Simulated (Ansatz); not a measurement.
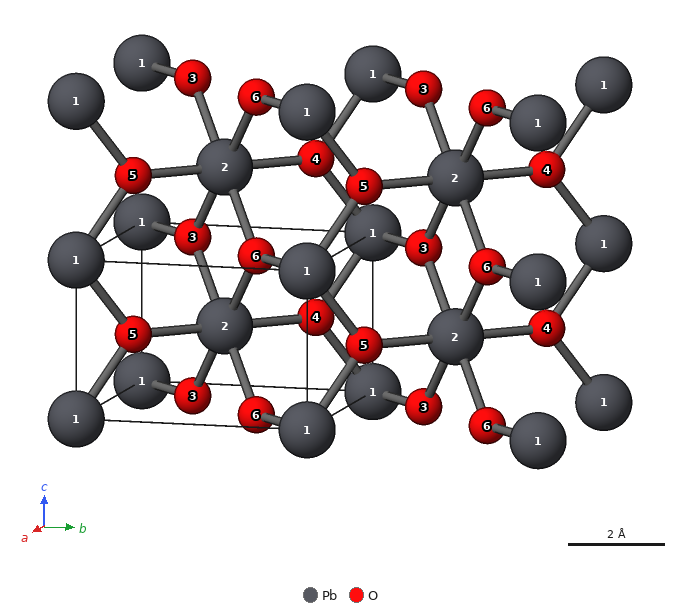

Fig. 1: The structure as given in the input (ball-and-stick view of the cell of the calculation, repeated 1 × 2 × 2, seen slightly off an axis; atoms are numbered from 1 in the order of the input). An atom can appear more than once, as a periodic image. Near neighbours in the periodic cell (some may lie outside the picture): Pb has 6 O at 2.17 to 2.19 Å; O has 3 Pb at 2.17 to 2.19 Å.

# Single-point calculation, with input and output: PbO2

System: PbO2 (P4₂/mnm, 6 atoms in the cell).
Method: DFT, r2SCAN, plane waves, PAW, no spin polarisation (Ansatz 0.2.0).

The structure was built on a prototype by a generator. The geometry comes from this level: r2SCAN (a point of a series of strains). It belongs to a series of runs on one base structure; here: epitaxial_xy strain +1.0%. Figures and captions count atoms from 1; the log counts them from 0 in places.

Log
```
scf.n_extra_bands = 5 over 26 filled bands (N_el = 52.0): the run solves 31 bands
Engine: ansatz 0.2.0, x86_64-unknown-linux-gnu
Pseudopotentials: kind: paw
Pseudopotential: Pb, paw, valence charge 14, recommended cutoff 500 eV (meta_gga), Pb.paw.azcp
Pseudopotential: O, paw, valence charge 6, recommended cutoff 500 eV (meta_gga), O.paw.azcp
Functional definition: r2SCAN
  parameter k0 = 0.174
  parameter k1 = 0.065
  parameter a1 = 4.9479
  exchange = r2scan_x(k0 = k0, k1 = k1, a1 = a1)
  correlation = r2scan_c
Crystal: 6 atoms, lattice volume = 85.536 Å³
Basis set: ecut = 500 eV, 2153 PW (Γ), exchange–correlation on 160×160×100 points (64 copies of the dense FFT grid, shifted against one another)
Bands: 31, of which v1, the nominal top of the filled ones, is band 26 counted from 1 (25 counted from 0)
Symmetry: 16 space group operations
Space group: P42/mnm (ITA 136), of the structure as read, at distance tolerance 4.4e-5 Å
k-points: 50 of 288
Non-local potential: Pb, projectors of the file, l = 0: 2, l = 1: 2, l = 2: 2, l = 3: 2
Non-local potential: O, projectors of the file, l = 0: 2, l = 1: 2, l = 2: 1
PAW form: soft (Blöchl's): semilocal exchange-correlation on the pseudo side does not see the compensation charge
PAW frozen core: Pb, regenerated for the run's functional (the file was generated under x = pbe(κ = 0.804, μ = 0.2195149727645171), c = pbe(β = 0.06672455060314922))
PAW frozen core: O, regenerated for the run's functional (the file was generated under x = pbe(κ = 0.804, μ = 0.2195149727645171), c = pbe(β = 0.06672455060314922))
PAW one-centre angular grid: Pb, 590 points (default); XC on 160 Gauss nodes
PAW one-centre angular grid: O, 302 points (default); XC on 160 Gauss nodes
Initial density: superposition of atomic densities (neutral atoms: chi_scale 0, normalization atom), corrected by the library's trained network
Initial wavefunctions: pseudopotential atomic-orbital guess
Functional: x = r2scan, c = r2scan; τ floored in thin density (d = 2e-4 eV/Å³)
SCF iter   1: F=—  HF=-26111.348939 eV  |F-HF|=—  |Δ(HF+E_count)|=         —  Δρ=1.06e-2  dr2=5.03e-2  dr2_τ=1.73e-1  ethr=1.77e-3  ⟨swp⟩=7.2  Hψ=7648  notcnv=0
preconditioner: auto → Resta (q_TF=auto, 2.511 Å⁻¹)  ε∞=4.0  [insulator: Δε(μ)=0.100 eV  Ē_g=16.591 eV  σ=0.020 eV  W_gap=0.80  n_scr=22 (ndim 8)  ℏωp=29.0 eV  f_vac=0.062  D(μ)=0.10/eV (n_scr^D=0)  ε∞_Penn≈4.0]
SCF iter   2: F=—  HF=-26111.424272 eV  |F-HF|=—  |Δ(HF+E_count)|=   7.53e-2  Δρ=6.05e-3  dr2=1.77e-2  dr2_τ=6.11e-4  ethr=9.67e-5  ⟨swp⟩=3.2  Hψ=3620  notcnv=0  defer=48
SCF iter   3: F=—  HF=-26111.421542 eV  |F-HF|=—  |Δ(HF+E_count)|=   2.73e-3  Δρ=1.19e-3  dr2=9.11e-4  dr2_τ=1.07e-4  ethr=3.41e-5  ⟨swp⟩=2.7  Hψ=2710  notcnv=0  defer=48
SCF iter   4: F=—  HF=-26111.421640 eV  |F-HF|=—  |Δ(HF+E_count)|=   9.81e-5  Δρ=5.57e-4  dr2=2.36e-4  dr2_τ=4.40e-5  ethr=1.75e-6  ⟨swp⟩=2.3  Hψ=3004  notcnv=0  defer=48
SCF iter   5: F=—  HF=-26111.421624 eV  |F-HF|=—  |Δ(HF+E_count)|=   1.59e-5  Δρ=2.20e-4  dr2=5.49e-5  dr2_τ=8.34e-7  ethr=4.54e-7  ⟨swp⟩=2.2  Hψ=2155  notcnv=0  defer=48
SCF iter   6: F=—  HF=-26111.421617 eV  |F-HF|=—  |Δ(HF+E_count)|=   7.02e-6  Δρ=1.00e-4  dr2=9.25e-6  dr2_τ=2.37e-7  ethr=1.06e-7  ⟨swp⟩=2.8  Hψ=2563  notcnv=0  defer=48
SCF iter   7: F=-26111.421616 eV  HF=-26111.421616 eV  |F-HF|=3.27e-11  |Δ(HF+E_count)|=   1.73e-6  Δρ=7.23e-6  dr2=6.08e-8  dr2_τ=5.12e-9  ethr=1.92e-10  ⟨swp⟩=16.4  Hψ=15165  notcnv=0
SCF 1 converged in 7 iterations: F = -26111.421616 eV  dr2 = 6.08e-8
  greatest PAW one-centre occupation: 0.986 electrons in one spin orbital (limit 2), on the Pb atom at site 1 (counted from 0), in its partial waves of l = 2
```

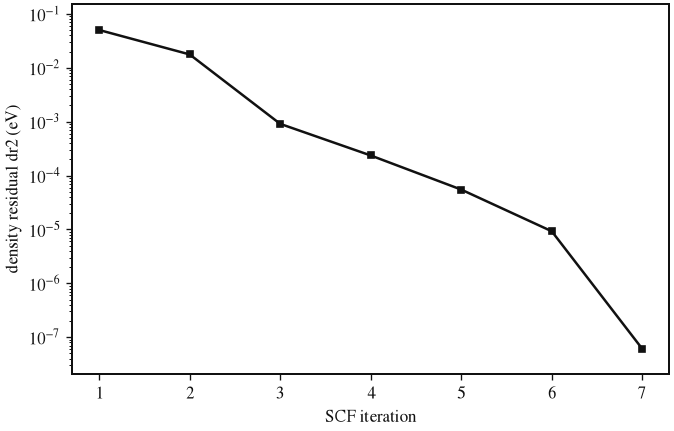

Fig. 2: Convergence of the self-consistent field: density residual dr2 against the SCF iteration. The residual falls at every step.

```
NSCF: frozen V_eff on 8 k-points
SCF converged after 7 iterations
Free energy (F): -26111.421616 eV
Harris-Foulkes:  -26111.421616 eV  (|F-HF|=3.27e-11)
Internal energy: -26111.421438 eV  (E = F + TS)
E sigma→0 (E₀):  -26111.421527 eV
Entropy (-TS):   -0.000178 eV (-0.030 meV/atom)
Fermi energy:    7.391552 eV
--- Per-component energies (eV) ---
  E_band       = -129.683987
  E_kinetic    = 1282.888047
  E_local      = -3468.051338  (includes V_loc(G=0)·N_el)
  E_nonlocal   = 905.194819
  E_hartree    = 1338.968506
  E_xc         = -696.701806
  E_vxc        = -694.901745  (∫ρ·V_xc dr)
  E_paw        = -21536.337827  (= ΣΔE_a)
  E_vpaw       = -879.573420  (= ΣTr[D̂ρ^β])
  E_aug_tail   = 0.004127  (compensation charges beyond the density's cutoff)
  E_vtau       = 46.811255  (kinetic-family band-sum trace: ∫τ·v_τ [+ j·A + Jᵃ·Aᵃ] dr)
  E_ewald      = -3939.189206
  E_core_change = 1.803241  (= ΣΔE_core)
  E_smearing   = -0.000178  (= −TS)
  E_closure    = 0.000000  (closes the sum)
  Σ components = -26111.421616   (vs F -26111.421616, Δ=0.00e0)
--- Forces (eV/Å), atoms counted from 1 ---
  atom   1  Pb     0.00000000    -0.00000000     0.00000000
  atom   2  Pb     0.00000000     0.00000000     0.00000000
  atom   3  O      0.00413465     0.00413465     0.00000000
  atom   4  O     -0.00413465     0.00413465     0.00000000
  atom   5  O      0.00413465    -0.00413465     0.00000000
  atom   6  O     -0.00413465    -0.00413465     0.00000000
  max |Σ_I F_I| component: 0.00e0 eV/Å
--- Stress (GPa, compression-positive) ---
       -1.490101       0.000000       0.000000
        0.000000      -1.490101       0.000000
        0.000000       0.000000      -0.015020
  P = ⅓ Tr σ = -0.9984 GPa (-9.984 kbar)
--- Band table (eV; the first three rows and the last of 50) ---
  k-point 0: bands = ["-11.7438", "-11.6027", "-10.1038", "-10.1038", "-8.5923", "-8.3853", "-8.3630", "-8.3630", "-8.1767", "-8.0855", "-8.0359", "-8.0081", "-8.0081", "-6.0894", "-0.6276", "4.0920", "4.0920", "4.1540", "5.2662", "5.6141", "5.6669", "6.7555", "6.7555", "6.8621", "6.8621", "6.9864", "7.4241", "12.1870", "13.9991", "13.9991", "17.5899"]
  k-point 1: bands = ["-11.6268", "-11.5160", "-10.3676", "-10.3676", "-8.5599", "-8.3417", "-8.1664", "-8.1019", "-8.1019", "-8.0806", "-8.0364", "-7.9383", "-7.9383", "-6.2093", "-0.6841", "4.1104", "4.1157", "4.2177", "4.2177", "5.3316", "5.9993", "6.2918", "6.2918", "6.8686", "6.8686", "7.3243", "7.9862", "12.3088", "14.5755", "14.5755", "16.8016"]
  k-point 2: bands = ["-11.3281", "-11.2921", "-10.8046", "-10.8046", "-8.4569", "-8.2322", "-8.1392", "-8.1092", "-8.1092", "-8.0610", "-8.0398", "-7.3175", "-7.3175", "-6.5746", "-0.7377", "2.5142", "4.0699", "4.4856", "4.4856", "5.4386", "5.4386", "5.5246", "5.6025", "6.8087", "6.8087", "7.0478", "9.4859", "12.4237", "15.8589", "15.8589", "16.1466"]
  k-point 49: bands = ["-11.2679", "-11.2679", "-10.8641", "-10.8641", "-8.1839", "-8.1839", "-8.0624", "-8.0624", "-8.0128", "-8.0128", "-7.7173", "-7.7173", "-6.5435", "-6.5435", "-0.3909", "-0.3909", "3.4560", "3.4560", "5.5017", "5.5017", "5.5093", "5.5093", "6.6794", "6.6794", "6.7865", "6.7865", "10.6695", "10.6695", "16.3786", "16.3786", "17.9450"]
```

File bands.tsv
```
# k_distance	band_0	band_1	band_2	band_3	band_4	band_5	band_6	band_7	band_8	band_9	band_10	band_11	band_12	band_13	band_14	band_15	band_16	band_17	band_18	band_19	band_20	band_21	band_22	band_23	band_24	band_25	band_26	band_27	band_28	band_29	band_30
# fermi_ev = 7.391552
# lock_threshold_ev = 1e-6
# [0, 0, 0] at k_distance = 0.000000
# [0, 0.5, 0] at k_distance = 0.624114
# [0.5, 0.5, 0] at k_distance = 1.248228
# [0, 0, 0.5] at k_distance = 2.530839
# [0, 0.5, 0.5] at k_distance = 3.154952
# [0.5, 0.5, 0.5] at k_distance = 3.779066
# [-0.052165, -0.052165, 0.085938] at k_distance = 5.021644
# [-0.104411, -0.104411, -0.022542] at k_distance = 5.243619
# levels_relative_to = fermi_ev
# free_energy_ev = -26111.421616
# largest_residual_norms_ev = 7.547e-4 6.457e-4 5.886e-4 8.506e-4 2.362e-4 2.662e-4 2.748e-4 1.024e-3 2.206e-4 2.689e-4 4.108e-4 4.707e-4 4.827e-4 5.947e-4 1.140e-3 1.365e-3 4.445e-4 1.618e-3 1.718e-3 1.382e-3 1.384e-3 1.588e-3 1.371e-3 1.781e-3 1.648e-3 1.954e-3 1.027e-3 1.365e-3 3.885e-3 5.009e-3 6.380e-3
0.000000	-19.135399	-18.994277	-17.495381	-17.495381	-15.983849	-15.776855	-15.754543	-15.754543	-15.568207	-15.477047	-15.427449	-15.399634	-15.399634	-13.480917	-8.019181	-3.299526	-3.299526	-3.237569	-2.125340	-1.777501	-1.724667	-0.636031	-0.636031	-0.529433	-0.529433	-0.405140	0.032565	4.795437	6.607527	6.607527	10.198346
0.624114	-18.770153	-18.770153	-18.096766	-18.096766	-15.740133	-15.740133	-15.635229	-15.635229	-15.490853	-15.490853	-15.417286	-15.417286	-14.468053	-14.468053	-6.437352	-6.437352	-2.503902	-2.503902	-2.383995	-2.383995	-1.339753	-1.339753	-0.565143	-0.565143	-0.416177	-0.416177	2.769556	2.769556	7.202212	7.202212	10.467985
1.248228	-19.019694	-19.019694	-17.559506	-17.559506	-15.783918	-15.783918	-15.758589	-15.758589	-15.485072	-15.485072	-15.397783	-15.397783	-14.787031	-14.787031	-5.561430	-5.561430	-3.192352	-3.192352	-2.497194	-2.497194	-1.553653	-1.553653	-0.580177	-0.580177	-0.565374	-0.565374	3.243973	3.243973	7.411261	7.411261	10.830568
2.530839	-18.626958	-18.626958	-18.289164	-18.289164	-15.570541	-15.570541	-15.464193	-15.464193	-15.437884	-15.437884	-15.155403	-15.155403	-13.916195	-13.916195	-7.319826	-7.319826	-3.394624	-3.394624	-2.887538	-2.887538	-1.927105	-1.927105	-1.165158	-1.165158	-0.836911	-0.836911	4.205946	4.205946	9.542656	9.542657	10.621368
3.154952	-18.902127	-18.902127	-17.783435	-17.783435	-15.780568	-15.780568	-15.575324	-15.575324	-15.452993	-15.452993	-15.372111	-15.372111	-13.549427	-13.549427	-7.019005	-7.019005	-4.605057	-4.605057	-3.429684	-3.429684	-1.096028	-1.096028	-0.837867	-0.837867	-0.191620	-0.191620	4.493180	4.493180	7.964419	7.964419	10.867007
3.779066	-18.659431	-18.659431	-18.255699	-18.255699	-15.575470	-15.575470	-15.453988	-15.453988	-15.404362	-15.404362	-15.108802	-15.108802	-13.935060	-13.935060	-7.782455	-7.782455	-3.935503	-3.935503	-1.889861	-1.889861	-1.882206	-1.882206	-0.712200	-0.712200	-0.605044	-0.605043	3.277909	3.277909	8.987097	8.987097	10.553420
5.021644	-19.066792	-18.943461	-17.684209	-17.635794	-15.942243	-15.753321	-15.592024	-15.591668	-15.560607	-15.458843	-15.429193	-15.391778	-15.390762	-13.556976	-8.014167	-3.524332	-3.235576	-3.202044	-2.637803	-2.081061	-1.337165	-0.875666	-0.871619	-0.550784	-0.520116	-0.029005	0.242429	4.812737	6.912478	6.921215	9.732416
5.243619	-19.090556	-18.948703	-17.717419	-17.512884	-15.861875	-15.754496	-15.742115	-15.709162	-15.559033	-15.441014	-15.433493	-15.405972	-15.399454	-13.576592	-7.883604	-3.847862	-3.285689	-3.161410	-2.058840	-1.941602	-1.520400	-0.801036	-0.653084	-0.554511	-0.531533	-0.047666	0.184396	4.606085	6.720013	6.746384	10.180523
```

File rho_z.tsv
```
# z_ang	rho[e/angstrom^3]
# format = ansatz-planar-average/11
# lattice	5.033684542	0.000000000	0.000000000
# lattice	0.000000000	5.033684542	0.000000000
# lattice	0.000000000	0.000000000	3.375805696
# sites	6
# site	82	0.000000000	0.000000000	0.000000000
# site	82	2.516842271	2.516842271	1.687902848
# site	8	1.547434189	1.547434189	0.000000000
# site	8	0.969408082	4.064276460	1.687902848
# site	8	4.064276460	0.969408082	1.687902848
# site	8	3.486250353	3.486250353	0.000000000
0.000000	1.000265e0
0.135032	9.415045e-1
0.270064	7.893802e-1
0.405097	6.008932e-1
0.540129	4.343418e-1
0.675161	3.242674e-1
0.810193	2.774273e-1
0.945226	2.930236e-1
1.080258	3.713747e-1
1.215290	5.119483e-1
1.350322	6.957212e-1
1.485355	8.739534e-1
1.620387	9.851629e-1
1.755419	9.851629e-1
1.890451	8.739534e-1
2.025483	6.957212e-1
2.160516	5.119483e-1
2.295548	3.713747e-1
2.430580	2.930236e-1
2.565612	2.774273e-1
2.700645	3.242674e-1
2.835677	4.343418e-1
2.970709	6.008932e-1
3.105741	7.893802e-1
3.240773	9.415045e-1
```

File v_z.tsv
```
# z_ang	v_es[eV]	v_tot[eV]
# format = ansatz-planar-average/11
# xc	r2scan
# density_cutoff_ev	2000
# datasets	Pb=:simpson_from_first_knot:soft:shift=0	O=:simpson_from_first_knot:soft:shift=0
# lattice	5.033684542	0.000000000	0.000000000
# lattice	0.000000000	5.033684542	0.000000000
# lattice	0.000000000	0.000000000	3.375805696
# sites	6
# site	82	0.000000000	0.000000000	0.000000000
# site	82	2.516842271	2.516842271	1.687902848
# site	8	1.547434189	1.547434189	0.000000000
# site	8	0.969408082	4.064276460	1.687902848
# site	8	4.064276460	0.969408082	1.687902848
# site	8	3.486250353	3.486250353	0.000000000
0.000000	2.144028e0	-1.024874e1
0.135032	2.428639e0	-9.867865e0
0.270064	3.227209e0	-8.724921e0
0.405097	4.429050e0	-6.858565e0
0.540129	5.938963e0	-4.557975e0
0.675161	7.344268e0	-2.533594e0
0.810193	7.871233e0	-1.702055e0
0.945226	7.720947e0	-1.958025e0
1.080258	6.717453e0	-3.437325e0
1.215290	5.150101e0	-5.735886e0
1.350322	3.786931e0	-7.868839e0
1.485355	2.768762e0	-9.394006e0
1.620387	2.216762e0	-1.015276e1
1.755419	2.216762e0	-1.015276e1
1.890451	2.768762e0	-9.394006e0
2.025483	3.786931e0	-7.868839e0
2.160516	5.150101e0	-5.735886e0
2.295548	6.717453e0	-3.437325e0
2.430580	7.720947e0	-1.958025e0
2.565612	7.871233e0	-1.702055e0
2.700645	7.344268e0	-2.533594e0
2.835677	5.938963e0	-4.557975e0
2.970709	4.429050e0	-6.858565e0
3.105741	3.227209e0	-8.724921e0
3.240773	2.428639e0	-9.867865e0
```

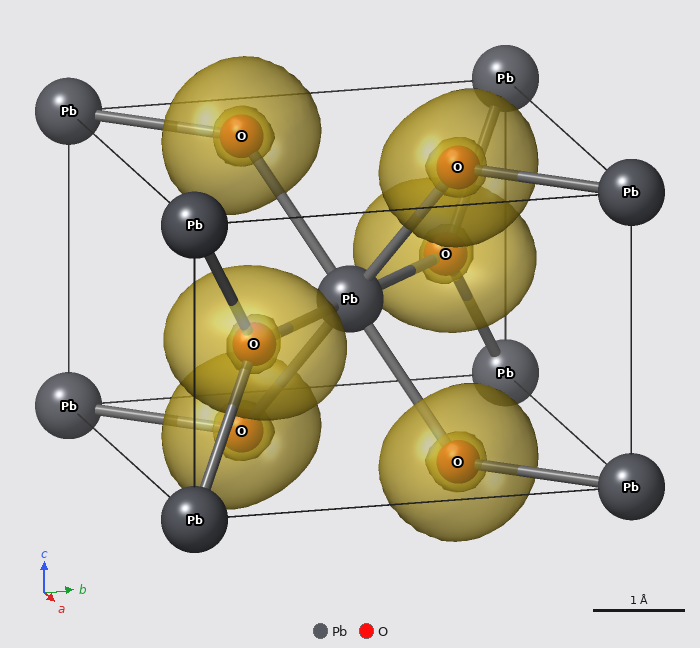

Fig. 3: Isosurface of the electron localisation function at 0.65 (yellow), seen slightly off an axis. Only the valence region is drawn (cores and ρ < 0.01 e/Å³ removed). Sticks mark near contacts. The outline is the cell set on symmetry axes. Profiles from the grid: Pb–O (2.17 Å): the ELF peaks at about 0.80 in the valence shell of O, 0.6 Å from its nucleus, and drops to about 0.20 between the two atoms. In a PAW calculation such maps are meaningful between the atoms, not at the nuclei.

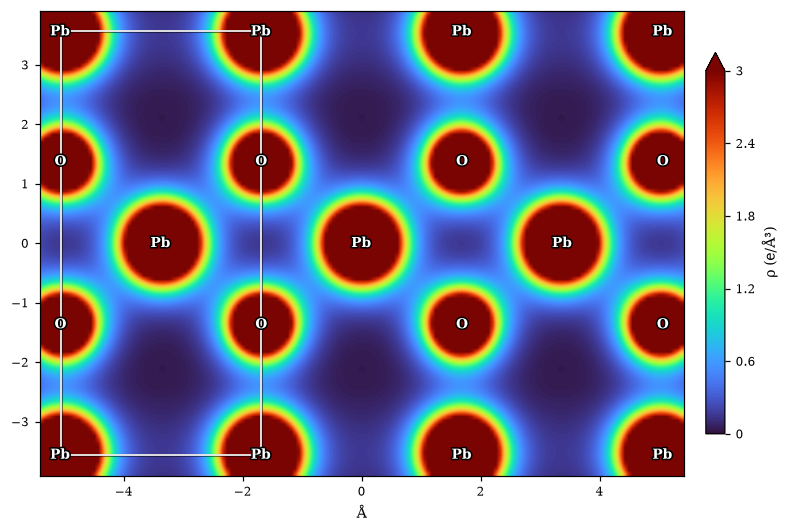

Fig. 4: Valence electron density on the (11̄0) plane of the conventional cell. Pb–O (2.17 Å): ρ is about 0.61 e/Å³ halfway. Away from the nuclei the density in this plane falls to 0.03 e/Å³ at its lowest.

The run was set up as follows.

Input
```yaml
crystal:
  lattice:
    - [5.0336845419, 0.0, 0.0]
    - [0.0, 5.0336845419, 0.0]
    - [0.0, 0.0, 3.3758056962]
  atoms:
    - { symbol: Pb, position: [0.0, 0.0, 0.0] }
    - { symbol: Pb, position: [0.5, 0.5, 0.5] }
    - { symbol: O, position: [0.3074158057, 0.3074158057, 0.0] }
    - { symbol: O, position: [0.1925841943, 0.8074158057, 0.5] }
    - { symbol: O, position: [0.8074158057, 0.1925841943, 0.5] }
    - { symbol: O, position: [0.6925841943, 0.6925841943, 0.0] }
kpoints:
  mp_grid: { grid: [6, 6, 8] }
  band_path:
    path:
      - [0.0, 0.0, 0.0]
      - [0.0, 0.5, 0.0]
      - [0.5, 0.5, 0.0]
      - [0.0, 0.0, 0.5]
      - [0.0, 0.5, 0.5]
      - [0.5, 0.5, 0.5]
      - [-0.052165, -0.052165, 0.085938]
      - [-0.104411, -0.104411, -0.022542]
    npoints: 1
hamiltonian:
  xc: r2scan
scf:
  occupations: { method: fermi_dirac, width: 0.02 }
  n_extra_bands: 5
output:
  forces: true
  stress: true
  eigenvalues: true
  write_density: true
  write_potential: true
  elf: true
  volumetric_format: npy
```

Run as:
```bash
ansatz run input.yaml --threads 2 --pin off --max-ram 20275MiB --backend cpu --events-out ev --progress --plain --runs-dir out
```

Summary

- outcome: converged
- space group (tolerance 0.01 Å): P4₂/mnm (136)
- electrons treated: 52
- free energy: −26111.4216 eV
- Fermi energy: 7.392 eV
- band gap: 0.06 eV
- pressure: −1.00 GPa
- largest force (length of the vector): 0.006 eV/Å
- hardware: 2 threads of AMD EPYC (Zen 3), 144 GiB of memory available, shared host
- wall time: 8 s (CPU time 16 s)
- peak memory: 0.8 GiB

Spin–orbit coupling is left out, which matters for Pb.
